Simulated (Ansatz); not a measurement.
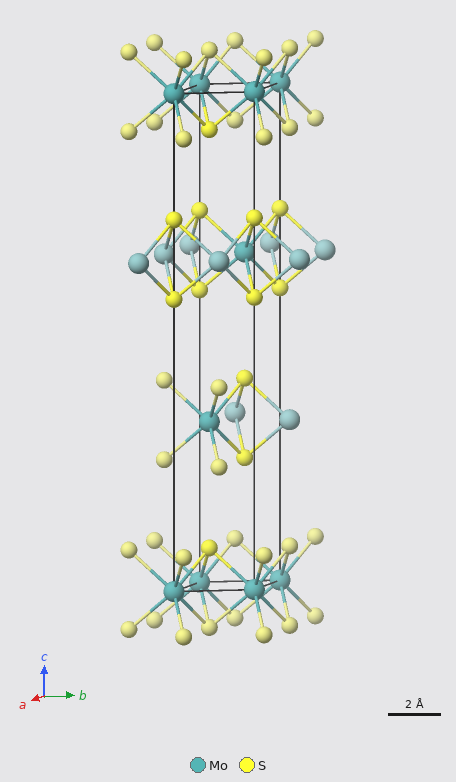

**Figure 1.** The input geometry (ball-and-stick view of the cell 3 times as large as that of the calculation, set on its symmetry axes, seen slightly off an axis; neighbours outside the cell are drawn fainter). An atom can appear more than once, as a periodic image. Near neighbours in the periodic cell (some may lie outside the picture): Mo has 6 S at 2.41 Å; S has 3 Mo at 2.41 Å.

# MoS2: geometry relaxation (part 1 of 3)

MoS2 (3 atoms in the cell), computed with DFT PBE, scalar-relativistic, plane waves, PAW, no spin polarisation (Ansatz 0.2.0).

The structure derives from a Materials Project entry.

**The input**
```yaml
crystal:
  lattice:
    - [1.5921519155, 0.919229337, 6.4820983796]
    - [-1.5921519155, 0.919229337, 6.4820983796]
    - [0.0, -1.838458674, 6.4820983796]
  atoms:
    - { symbol: Mo, position: [0.99977504, 0.99977504, 0.99977504] }
    - { symbol: S, position: [0.41293022, 0.41293022, 0.41293022] }
    - { symbol: S, position: [0.25329574, 0.25329574, 0.25329574] }
basis:
  ecutwfc: 420
kpoints:
  mp_grid: { grid: [12, 12, 12] }
hamiltonian:
  xc: pbe
scf:
  occupations: { method: gaussian, width: 0.02 }
output:
  forces: true
  stress: true
  eigenvalues: true
  write_density: true
  write_potential: true
  elf: true
  volumetric_format: npy
relax:
  adjacent_minimum: "off"
  f_tol: 0.005
  max_steps: 80
  cell: { stress_tol: 0.05 }
```

Hardware: 2 threads of Intel Xeon (Granite Rapids), 192 GiB of memory available, shared host.

Launch command:
```bash
ansatz run input.yaml --threads 2 --pin off --max-ram 5120MiB --backend cpu --events-out ev --progress --plain --runs-dir out
```

**Output**
```
basis.fft_grid_basis auto: the FFT boxes are laid along the combinations [[1, -1, 0], [0, 1, 0], [0, -1, 1]] of the cell's own vectors, 3.184, 6.738 and 3.184 Å long. The dense box has 24×48×24 points. Along the cell's own vectors, as sized, it would have 48×48×48, 4.00 times as many. Of the 6 symmetry operations that the crystal satisfies within crystal.symmetry.tolerance (time reversal apart; of a slab, those that keep its plane) the dense box along the cell's own vectors carries 6, and the one as laid loses 4 of those. basis.fft_grid_basis: typed keeps the cell's own vectors: state it where this run's energies or levels are differenced outside the engine with another run's, or held beside a run that keeps those vectors. Those combinations have planes normal to reciprocal vector 3, as the cell's own vectors have. Each planar average written beside output.write_density, output.write_potential has a row for each plane of the box: 24. The volumetric files lie along those combinations, not along the cell's own vectors: a cube or XSF file states them, and fields.json those of NumPy files.
Engine: ansatz 0.2.0, x86_64-unknown-linux-gnu
Pseudopotentials: kind: paw
Pseudopotential: Mo, paw, valence charge 14, recommended cutoff 420 eV (normal), Mo.paw.azcp
Pseudopotential: S, paw, valence charge 6, recommended cutoff 420 eV (normal), S.paw.azcp
Functional definition: PBE
  parameter kappa = 0.804
  parameter beta = 0.06672455060314922
  exchange = pbe_x(kappa = kappa, mu = beta*pi^2/3)
  correlation = pbe_c(beta = beta)
Crystal: 3 atoms, lattice volume = 56.921 Å³
Basis set: ecut = 420 eV, 1155 PW (Γ), FFT grids on a1−a2, a2, −a2+a3, exchange–correlation on 48×96×48 points (8 copies of the dense FFT grid, shifted against one another)
Bands: 17, of which v1, the nominal top of the filled ones, is band 13 counted from 1 (12 counted from 0)
Symmetry: 6 space group operations
Space group: R3m (ITA 160), of the structure as read, at distance tolerance 3.8e-5 Å
k-points: 189 of 1728 (time reversal used)
Non-local potential: Mo, projectors of the file, l = 0: 3, l = 1: 2, l = 2: 2, l = 3: 1
Non-local potential: S, projectors of the file, l = 0: 2, l = 1: 2, l = 2: 2
PAW form: soft (Blöchl's): semilocal exchange-correlation on the pseudo side does not see the compensation charge
PAW one-centre angular grid: Mo, 590 points (default); XC on 64 Gauss nodes
PAW one-centre angular grid: S, 110 points (default); XC on 64 Gauss nodes
Initial density: superposition of atomic densities (neutral atoms: chi_scale 0, normalization atom), corrected by the library's trained network
Initial wavefunctions: pseudopotential atomic-orbital guess
Functional: x = pbe(κ = 0.804, μ = 0.2195149727645171), c = pbe(β = 0.06672455060314922)
SCF iter   1: F=—  HF=-6762.796640 eV  |F-HF|=—  |Δ(HF+E_count)|=         —  Δρ=5.30e-3  dr2=4.78e-3  ethr=1.77e-3  ⟨swp⟩=6.0  Hψ=18130  notcnv=0
preconditioner: auto → none  [insulator: Δε(μ)=1.065 eV  Ē_g=8.075 eV  σ=0.020 eV  W_gap=1.00  n_scr=16 (ndim 8)  ℏωp=20.9 eV  f_vac=0.046  D(μ)=0.00/eV (n_scr^D=0)  ε∞_Penn≈7.7]
SCF iter   2: F=—  HF=-6762.801913 eV  |F-HF|=—  |Δ(HF+E_count)|=   5.27e-3  Δρ=3.37e-3  dr2=7.46e-3  ethr=1.84e-5  ⟨swp⟩=2.1  Hψ=7118  notcnv=0
SCF iter   3: F=—  HF=-6762.803021 eV  |F-HF|=—  |Δ(HF+E_count)|=   1.11e-3  Δρ=2.73e-3  dr2=7.52e-3  ethr=1.84e-5  ⟨swp⟩=2.4  Hψ=5364  notcnv=0
SCF iter   4: F=—  HF=-6762.802649 eV  |F-HF|=—  |Δ(HF+E_count)|=   3.72e-4  Δρ=1.28e-3  dr2=2.80e-4  ethr=1.84e-5  ⟨swp⟩=2.0  Hψ=4560  notcnv=0
SCF iter   5: F=—  HF=-6762.803116 eV  |F-HF|=—  |Δ(HF+E_count)|=   4.67e-4  Δρ=1.61e-4  dr2=1.42e-5  ethr=1.08e-6  ⟨swp⟩=2.0  Hψ=4601  notcnv=0
SCF iter   6: F=—  HF=-6762.803077 eV  |F-HF|=—  |Δ(HF+E_count)|=   3.91e-5  Δρ=6.44e-5  dr2=1.34e-6  ethr=5.46e-8  ⟨swp⟩=2.0  Hψ=4523  notcnv=0
SCF iter   7: F=—  HF=-6762.803079 eV  |F-HF|=—  |Δ(HF+E_count)|=   1.41e-6  Δρ=2.21e-5  dr2=5.81e-7  ethr=5.17e-9  ⟨swp⟩=2.0  Hψ=4914  notcnv=0
SCF iter   8: F=-6762.803079 eV  HF=-6762.803079 eV  |F-HF|=8.08e-9  |Δ(HF+E_count)|=   1.12e-7  Δρ=3.47e-6  dr2=4.29e-9  ethr=3.85e-10  ⟨swp⟩=7.2  Hψ=22206  notcnv=0
SCF 1 converged in 8 iterations: F = -6762.803079 eV  dr2 = 4.29e-9
  greatest PAW one-centre occupation: 0.998 electrons in one spin orbital (limit 2), on the Mo atom at site 0 (counted from 0), in its partial waves of l = 0
relax step   1: F+E_penalty+E_count = -6762.80307870 eV  Δ(F+E_penalty+E_count) = +0.000e0 eV  max|allowed force component| = 1.594e-1 eV/Å  Δτ_max = 0.0000 Å  P = +1.357 GPa  Ω = 56.921 Å³  (8 SCF iters, dr2 threshold 1.00e-7 eV, accepted)
Crystal: 3 atoms, lattice volume = 58.314 Å³
Basis set: ecut = 420 eV, 1163 PW (Γ), FFT grids on a1−a2, a2, −a2+a3, exchange–correlation on 48×96×48 points (8 copies of the dense FFT grid, shifted against one another)
Initial density: handed on by an earlier stage of this run
Initial wavefunctions: those handed on with the density
iter 1 solved again at ethr=1.37e-5 eV; its pass at ethr=3.10e-3 eV (dr2=3.55e-3 eV) is discarded
SCF iter   1: F=—  HF=-6762.811433 eV  |F-HF|=—  |Δ(HF+E_count)|=         —  Δρ=2.62e-3  dr2=3.61e-3  ethr=1.37e-5  ⟨swp⟩=2.2  Hψ=21997  notcnv=0
preconditioner: auto → none  [insulator: Δε(μ)=1.194 eV  Ē_g=8.016 eV  σ=0.020 eV  W_gap=1.00  n_scr=16 (ndim 8)  ℏωp=20.6 eV  f_vac=0.076  D(μ)=0.00/eV (n_scr^D=0)  ε∞_Penn≈7.6]
SCF iter   2: F=—  HF=-6762.811310 eV  |F-HF|=—  |Δ(HF+E_count)|=   1.23e-4  Δρ=1.82e-3  dr2=3.78e-3  ethr=1.37e-5  ⟨swp⟩=2.0  Hψ=5664  notcnv=0
SCF iter   3: F=—  HF=-6762.811229 eV  |F-HF|=—  |Δ(HF+E_count)|=   8.17e-5  Δρ=1.46e-3  dr2=3.17e-3  ethr=1.37e-5  ⟨swp⟩=2.0  Hψ=5196  notcnv=0
SCF iter   4: F=—  HF=-6762.810870 eV  |F-HF|=—  |Δ(HF+E_count)|=   3.59e-4  Δρ=6.06e-4  dr2=3.11e-4  ethr=1.22e-5  ⟨swp⟩=1.0  Hψ=3213  notcnv=0
SCF iter   5: F=—  HF=-6762.810856 eV  |F-HF|=—  |Δ(HF+E_count)|=   1.40e-5  Δρ=1.33e-4  dr2=1.14e-5  ethr=1.20e-6  ⟨swp⟩=1.3  Hψ=3268  notcnv=0
SCF iter   6: F=—  HF=-6762.810831 eV  |F-HF|=—  |Δ(HF+E_count)|=   2.51e-5  Δρ=3.49e-5  dr2=2.65e-6  ethr=4.37e-8  ⟨swp⟩=2.0  Hψ=4306  notcnv=0
SCF iter   7: F=-6762.810831 eV  HF=-6762.810831 eV  |F-HF|=1.76e-8  |Δ(HF+E_count)|=   4.00e-7  Δρ=1.04e-5  dr2=5.65e-8  ethr=1.15e-9  ⟨swp⟩=8.3  Hψ=22744  notcnv=0
SCF 2 converged in 7 iterations: F = -6762.810831 eV  dr2 = 5.65e-8
relax step   2: F+E_penalty+E_count = -6762.81083063 eV  Δ(F+E_penalty+E_count) = -7.752e-3 eV  max|allowed force component| = 4.047e-2 eV/Å  Δτ_max = 0.0243 Å  P = +0.068 GPa  Ω = 58.314 Å³  energy of the carried Pulay correction = -1.454e-4 eV  (7 SCF iters, dr2 threshold 3.00e-7 eV, accepted)
Crystal: 3 atoms, lattice volume = 60.310 Å³
Basis set: ecut = 420 eV, 1193 PW (Γ), FFT grids on a1−a2, a2, −a2+a3, exchange–correlation on 48×96×48 points (8 copies of the dense FFT grid, shifted against one another)
iter 1 solved again at ethr=3.98e-5 eV; its pass at ethr=3.10e-3 eV (dr2=1.03e-2 eV) is discarded
SCF iter   1: F=—  HF=-6762.817230 eV  |F-HF|=—  |Δ(HF+E_count)|=         —  Δρ=4.35e-3  dr2=1.05e-2  ethr=3.98e-5  ⟨swp⟩=2.1  Hψ=21749  notcnv=0
preconditioner: auto → none  [insulator: Δε(μ)=1.221 eV  Ē_g=7.993 eV  σ=0.020 eV  W_gap=1.00  n_scr=16 (ndim 8)  ℏωp=20.3 eV  f_vac=0.120  D(μ)=0.00/eV (n_scr^D=0)  ε∞_Penn≈7.4]
SCF iter   2: F=—  HF=-6762.816688 eV  |F-HF|=—  |Δ(HF+E_count)|=   5.43e-4  Δρ=3.00e-3  dr2=1.07e-2  ethr=3.98e-5  ⟨swp⟩=2.0  Hψ=5640  notcnv=0
SCF iter   3: F=—  HF=-6762.816396 eV  |F-HF|=—  |Δ(HF+E_count)|=   2.91e-4  Δρ=2.41e-3  dr2=8.86e-3  ethr=3.98e-5  ⟨swp⟩=2.7  Hψ=5361  notcnv=0
SCF iter   4: F=—  HF=-6762.815386 eV  |F-HF|=—  |Δ(HF+E_count)|=   1.01e-3  Δρ=1.03e-3  dr2=9.67e-4  ethr=3.41e-5  ⟨swp⟩=1.8  Hψ=3427  notcnv=0
SCF iter   5: F=—  HF=-6762.815328 eV  |F-HF|=—  |Δ(HF+E_count)|=   5.85e-5  Δρ=2.28e-4  dr2=3.42e-5  ethr=3.72e-6  ⟨swp⟩=1.4  Hψ=3283  notcnv=0
SCF iter   6: F=—  HF=-6762.815423 eV  |F-HF|=—  |Δ(HF+E_count)|=   9.49e-5  Δρ=6.20e-5  dr2=8.93e-6  ethr=1.31e-7  ⟨swp⟩=2.0  Hψ=4245  notcnv=0
SCF iter   7: F=-6762.815421 eV  HF=-6762.815421 eV  |F-HF|=1.27e-8  |Δ(HF+E_count)|=   1.38e-6  Δρ=1.47e-5  dr2=9.50e-8  ethr=8.86e-10  ⟨swp⟩=9.6  Hψ=25366  notcnv=0
SCF 3 converged in 7 iterations: F = -6762.815421 eV  dr2 = 9.50e-8
relax step   3: F+E_penalty+E_count = -6762.81542128 eV  Δ(F+E_penalty+E_count) = -4.591e-3 eV  max|allowed force component| = 1.093e-2 eV/Å  Δτ_max = 0.0484 Å  P = -0.195 GPa  Ω = 60.310 Å³  energy of the carried Pulay correction = -3.477e-4 eV  (7 SCF iters, dr2 threshold 2.30e-7 eV, accepted)
Crystal: 3 atoms, lattice volume = 62.180 Å³
Basis set: ecut = 420 eV, 1235 PW (Γ), FFT grids on a1−a2, a2, −a2+a3, exchange–correlation on 48×96×48 points (8 copies of the dense FFT grid, shifted against one another)
iter 1 solved again at ethr=7.79e-5 eV; its pass at ethr=3.10e-3 eV (dr2=2.02e-2 eV) is discarded
SCF iter   1: F=—  HF=-6762.821017 eV  |F-HF|=—  |Δ(HF+E_count)|=         —  Δρ=5.37e-3  dr2=2.06e-2  ethr=7.79e-5  ⟨swp⟩=2.0  Hψ=21935  notcnv=0
preconditioner: auto → none  [insulator: Δε(μ)=1.387 eV  Ē_g=8.019 eV  σ=0.020 eV  W_gap=1.00  n_scr=16 (ndim 8)  ℏωp=20.0 eV  f_vac=0.155  D(μ)=0.00/eV (n_scr^D=0)  ε∞_Penn≈7.2]
SCF iter   2: F=—  HF=-6762.826327 eV  |F-HF|=—  |Δ(HF+E_count)|=   5.31e-3  Δρ=5.95e-3  dr2=6.07e-2  ethr=7.79e-5  ⟨swp⟩=2.9  Hψ=5983  notcnv=0  recentre
SCF iter   3: F=—  HF=-6762.818771 eV  |F-HF|=—  |Δ(HF+E_count)|=   7.56e-3  Δρ=3.10e-3  dr2=7.29e-3  ethr=7.79e-5  ⟨swp⟩=2.9  Hψ=5552  notcnv=0
SCF iter   4: F=—  HF=-6762.818029 eV  |F-HF|=—  |Δ(HF+E_count)|=   7.42e-4  Δρ=7.06e-4  dr2=1.46e-4  ethr=2.80e-5  ⟨swp⟩=2.5  Hψ=5430  notcnv=0
SCF iter   5: F=—  HF=-6762.818040 eV  |F-HF|=—  |Δ(HF+E_count)|=   1.09e-5  Δρ=1.38e-4  dr2=8.38e-6  ethr=5.61e-7  ⟨swp⟩=2.4  Hψ=5211  notcnv=0
SCF iter   6: F=—  HF=-6762.818043 eV  |F-HF|=—  |Δ(HF+E_count)|=   2.99e-6  Δρ=7.15e-5  dr2=1.48e-5  ethr=3.22e-8  ⟨swp⟩=2.0  Hψ=4924  notcnv=0
SCF iter   7: F=—  HF=-6762.818041 eV  |F-HF|=—  |Δ(HF+E_count)|=   2.16e-6  Δρ=2.63e-5  dr2=1.81e-6  ethr=3.22e-8  ⟨swp⟩=2.0  Hψ=4473  notcnv=0
SCF iter   8: F=-6762.818041 eV  HF=-6762.818041 eV  |F-HF|=3.53e-8  |Δ(HF+E_count)|=   2.73e-7  Δρ=6.49e-6  dr2=5.08e-8  ethr=1.15e-9  ⟨swp⟩=8.6  Hψ=23140  notcnv=0
SCF 4 converged in 8 iterations: F = -6762.818041 eV  dr2 = 5.08e-8
relax step   4: F+E_penalty+E_count = -6762.81804072 eV  Δ(F+E_penalty+E_count) = -2.619e-3 eV  max|allowed force component| = 3.163e-2 eV/Å  Δτ_max = 0.0536 Å  P = +0.462 GPa  Ω = 62.180 Å³  energy of the carried Pulay correction = -5.310e-4 eV  (8 SCF iters, dr2 threshold 3.00e-7 eV, accepted)
Crystal: 3 atoms, lattice volume = 62.592 Å³
Basis set: ecut = 420 eV, 1259 PW (Γ), FFT grids on a1−a2, a2, −a2+a3, exchange–correlation on 48×96×48 points (8 copies of the dense FFT grid, shifted against one another)
iter 1 solved again at ethr=1.28e-6 eV; its pass at ethr=3.10e-3 eV (dr2=3.32e-4 eV) is discarded
SCF iter   1: F=—  HF=-6762.818503 eV  |F-HF|=—  |Δ(HF+E_count)|=         —  Δρ=5.76e-4  dr2=2.86e-4  ethr=1.28e-6  ⟨swp⟩=2.1  Hψ=19827  notcnv=0
preconditioner: auto → none  [insulator: Δε(μ)=1.376 eV  Ē_g=8.031 eV  σ=0.020 eV  W_gap=1.00  n_scr=16 (ndim 8)  ℏωp=19.9 eV  f_vac=0.155  D(μ)=0.00/eV (n_scr^D=0)  ε∞_Penn≈7.1]
SCF iter   2: F=—  HF=-6762.818426 eV  |F-HF|=—  |Δ(HF+E_count)|=   7.74e-5  Δρ=3.46e-4  dr2=1.98e-4  ethr=1.10e-6  ⟨swp⟩=2.0  Hψ=4536  notcnv=0
SCF iter   3: F=—  HF=-6762.818433 eV  |F-HF|=—  |Δ(HF+E_count)|=   7.45e-6  Δρ=3.80e-4  dr2=2.43e-4  ethr=7.61e-7  ⟨swp⟩=2.0  Hψ=4500  notcnv=0
SCF iter   4: F=—  HF=-6762.818401 eV  |F-HF|=—  |Δ(HF+E_count)|=   3.22e-5  Δρ=1.26e-4  dr2=9.69e-6  ethr=7.61e-7  ⟨swp⟩=1.9  Hψ=3560  notcnv=0
SCF iter   5: F=—  HF=-6762.818401 eV  |F-HF|=—  |Δ(HF+E_count)|=   2.67e-7  Δρ=2.53e-5  dr2=4.42e-7  ethr=3.73e-8  ⟨swp⟩=2.5  Hψ=4545  notcnv=0
SCF iter   6: F=—  HF=-6762.818401 eV  |F-HF|=—  |Δ(HF+E_count)|=   6.79e-8  Δρ=1.22e-5  dr2=3.33e-7  ethr=1.15e-9  ⟨swp⟩=11.0  Hψ=25167  notcnv=0
SCF iter   7: F=-6762.818401 eV  HF=-6762.818401 eV  |F-HF|=9.93e-9  |Δ(HF+E_count)|=   4.95e-8  Δρ=3.59e-6  dr2=1.35e-8  ethr=1.15e-9  ⟨swp⟩=9.0  Hψ=20044  notcnv=0
SCF 5 converged in 7 iterations: F = -6762.818401 eV  dr2 = 1.35e-8
relax step   5: F+E_penalty+E_count = -6762.81840084 eV  Δ(F+E_penalty+E_count) = -3.601e-4 eV  max|allowed force component| = 2.940e-2 eV/Å  Δτ_max = 0.0063 Å  P = +0.192 GPa  Ω = 62.592 Å³  energy of the carried Pulay correction = -5.707e-4 eV  (7 SCF iters, dr2 threshold 3.00e-7 eV, accepted)
Crystal: 3 atoms, lattice volume = 62.951 Å³
Basis set: ecut = 420 eV, 1265 PW (Γ), FFT grids on a1−a2, a2, −a2+a3, exchange–correlation on 48×96×48 points (8 copies of the dense FFT grid, shifted against one another)
iter 1 solved again at ethr=8.90e-7 eV; its pass at ethr=3.10e-3 eV (dr2=2.31e-4 eV) is discarded
SCF iter   1: F=—  HF=-6762.818496 eV  |F-HF|=—  |Δ(HF+E_count)|=         —  Δρ=5.71e-4  dr2=1.91e-4  ethr=8.90e-7  ⟨swp⟩=3.0  Hψ=20994  notcnv=0
preconditioner: auto → none  [insulator: Δε(μ)=1.391 eV  Ē_g=8.016 eV  σ=0.020 eV  W_gap=1.00  n_scr=16 (ndim 8)  ℏωp=19.9 eV  f_vac=0.158  D(μ)=0.00/eV (n_scr^D=0)  ε∞_Penn≈7.1]
SCF iter   2: F=—  HF=-6762.818472 eV  |F-HF|=—  |Δ(HF+E_count)|=   2.37e-5  Δρ=3.45e-4  dr2=1.17e-4  ethr=7.36e-7  ⟨swp⟩=2.0  Hψ=4912  notcnv=0
SCF iter   3: F=—  HF=-6762.818463 eV  |F-HF|=—  |Δ(HF+E_count)|=   9.81e-6  Δρ=3.33e-4  dr2=1.95e-4  ethr=4.51e-7  ⟨swp⟩=2.1  Hψ=4626  notcnv=0
SCF iter   4: F=—  HF=-6762.818438 eV  |F-HF|=—  |Δ(HF+E_count)|=   2.45e-5  Δρ=8.58e-5  dr2=4.24e-6  ethr=4.51e-7  ⟨swp⟩=2.0  Hψ=4147  notcnv=0
SCF iter   5: F=-6762.818438 eV  HF=-6762.818438 eV  |F-HF|=7.12e-8  |Δ(HF+E_count)|=   1.52e-7  Δρ=1.52e-5  dr2=1.64e-7  ethr=6.88e-10  ⟨swp⟩=9.1  Hψ=25215  notcnv=0
SCF 6 converged in 5 iterations: F = -6762.818438 eV  dr2 = 1.64e-7
relax step   6: F+E_penalty+E_count = -6762.81843811 eV  Δ(F+E_penalty+E_count) = -3.727e-5 eV  max|allowed force component| = 2.058e-2 eV/Å  Δτ_max = 0.0051 Å  P = -0.091 GPa  Ω = 62.951 Å³  energy of the carried Pulay correction = -6.050e-4 eV  (5 SCF iters, dr2 threshold 1.79e-7 eV, accepted)
```
